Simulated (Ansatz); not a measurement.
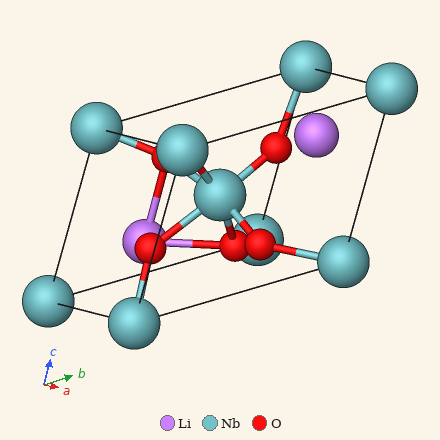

The system is LiNbO3 (R3c, No. 161; 10 atoms in the cell); the picture shows the reference structure. The energy is mapped over volume and the cell's shape. First axis: volume per atom. Second axis: c/a of the conventional cell. Nothing is relaxed (fractional coordinates fixed). The grid has 11 × 11 points. Points are written as (first, second). All energies are given in meV/atom relative to the lowest grid point. The calculation used DFT PBE, scalar-relativistic, plane waves, PAW (Ansatz 0.2.0). Settings: cutoff 520 eV, k-mesh 6×6×6, gaussian smearing 0.05 eV, no spin polarisation.

Its coordinates:

```
CELL_PARAMETERS angstrom
2.59502 1.49823 4.67192
-2.59502 1.49823 4.67192
0.00000 -2.99647 4.67192
ATOMIC_POSITIONS crystal
Li 0.28159 0.28159 0.28159
Li 0.78159 0.78159 0.78159
Nb 0.00049 0.00049 0.00049
Nb 0.50049 0.50049 0.50049
O 0.11046 0.35803 0.72110
O 0.72110 0.11046 0.35803
O 0.35803 0.72110 0.11046
O 0.22110 0.85803 0.61046
O 0.85803 0.61046 0.22110
O 0.61046 0.22110 0.85803
```

The input of one point:

```yaml
crystal:
  lattice:
    - [2.5950184682, 1.4982346112, 4.6719245601]
    - [-2.5950184682, 1.4982346112, 4.6719245601]
    - [0.0, -2.9964692223, 4.6719245601]
  atoms:
    - { symbol: Li, position: [0.2815913687, 0.2815913687, 0.2815913687] }
    - { symbol: Li, position: [0.7815913687, 0.7815913687, 0.7815913687] }
    - { symbol: Nb, position: [0.0004900497, 0.0004900497, 0.0004900497] }
    - { symbol: Nb, position: [0.5004900497, 0.5004900497, 0.5004900497] }
    - { symbol: O, position: [0.1104619503, 0.3580262714, 0.7211003599] }
    - { symbol: O, position: [0.7211003599, 0.1104619503, 0.3580262714] }
    - { symbol: O, position: [0.3580262714, 0.7211003599, 0.1104619503] }
    - { symbol: O, position: [0.2211003599, 0.8580262714, 0.6104619503] }
    - { symbol: O, position: [0.8580262714, 0.6104619503, 0.2211003599] }
    - { symbol: O, position: [0.6104619503, 0.2211003599, 0.8580262714] }
basis:
  ecutwfc: 520.0
kpoints:
  mp_grid: { grid: [6, 6, 6] }
hamiltonian:
  xc: pbe
  pseudopotentials: { kind: paw, azcp: { folder: soft_1 } }
scf:
  occupations: { method: gaussian, width: 0.05 }
output:
  forces: true
  stress: true
  eigenvalues: true
```

Range: volume per atom from 10.027 to 11.770 Å³; c/a of the conventional cell from 2.493 to 2.926.

Predict the map.

Answer. The lowest grid point is at (10.899 Å³, 2.701). No other kind of well shows on this grid. The highest grid point, (10.027 Å³, 2.926), lies 83.4 meV/atom above the lowest. Round the minimum the two coordinates are weakly coupled (coupling −0.14 in units of the two stiffnesses). The gap on the k-mesh is 3.6 eV at the lowest point and runs from 3.1 to 4.0 eV over the map.

| c/a of the conventional cell ↓, volume per atom → | 10.027 | 10.201 | 10.375 | 10.550 | 10.724 | 10.899 | 11.073 | 11.247 | 11.422 | 11.596 | 11.770 |
| --- | --- | --- | --- | --- | --- | --- | --- | --- | --- | --- | --- |
| 2.926 | 83.4 | 62.4 | 46.3 | 34.8 | 27.5 | 24.0 | 24.0 | 27.3 | 33.6 | 42.7 | 54.2 |
| 2.879 | 73.1 | 52.5 | 36.8 | 25.5 | 18.5 | 15.3 | 15.7 | 19.3 | 25.9 | 35.1 | 46.9 |
| 2.834 | 64.6 | 44.4 | 29.0 | 18.1 | 11.5 | 8.6 | 9.3 | 13.2 | 20.0 | 29.6 | 41.7 |
| 2.788 | 58.0 | 38.1 | 23.2 | 12.7 | 6.3 | 3.8 | 4.8 | 9.0 | 16.2 | 26.0 | 38.4 |
| 2.744 | 53.2 | 33.8 | 19.2 | 9.1 | 3.1 | 1.0 | 2.3 | 6.8 | 14.3 | 24.4 | 37.1 |
| 2.701 | 50.2 | 31.2 | 17.1 | 7.4 | 1.8 | 0.0 | 1.7 | 6.5 | 14.3 | 24.8 | 37.7 |
| 2.658 | 49.1 | 30.5 | 16.8 | 7.5 | 2.4 | 1.0 | 3.0 | 8.2 | 16.3 | 27.1 | 40.3 |
| 2.615 | 49.7 | 31.7 | 18.5 | 9.6 | 4.9 | 3.8 | 6.2 | 11.8 | 20.3 | 31.4 | 44.9 |
| 2.574 | 52.3 | 34.7 | 22.0 | 13.5 | 9.2 | 8.6 | 11.4 | 17.3 | 26.2 | 37.6 | 51.4 |
| 2.533 | 56.6 | 39.6 | 27.3 | 19.4 | 15.5 | 15.3 | 18.5 | 24.8 | 34.0 | 45.8 | 59.9 |
| 2.493 | 62.8 | 46.3 | 34.6 | 27.1 | 23.7 | 23.9 | 27.5 | 34.2 | 43.8 | 55.9 | 70.3 |

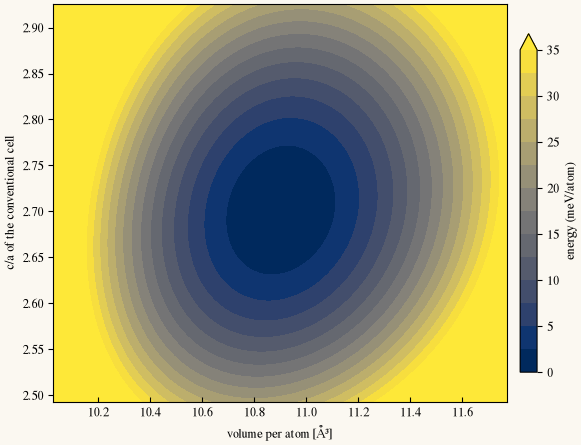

The picture shows filled contours, one colour for all values above the top of the scale. Between grid points the surface is interpolated.

The whole map (121 points run) took 11 min on 4 threads of Arm Neoverse V1 (shared host).
